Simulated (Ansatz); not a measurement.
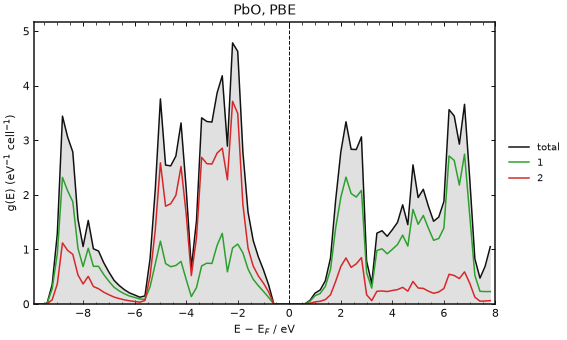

Density of states. Energies are counted from the Fermi level. The partial curves are projected on atomic shells.

System: PbO, space group P4/nmm (No. 129), 4 atoms in the cell.

Computed with Ansatz 0.2.0: DFT, PBE, all-electron LAPW, scalar-relativistic, no spin polarisation, 7×7×6 k mesh, Fermi-Dirac smearing of 0.03 eV.

Assign each number in the legend. The candidates: O, Pb.

1 is Pb; 2 is O.

Metal or insulator, going by the density of states?

There is a gap; over the k points computed it is 1.24 eV.

The atoms aren't at rest in this cell (largest force 0.5 eV/Å), so the relaxed material can differ. Spin-orbit coupling is left out, which matters for Pb.
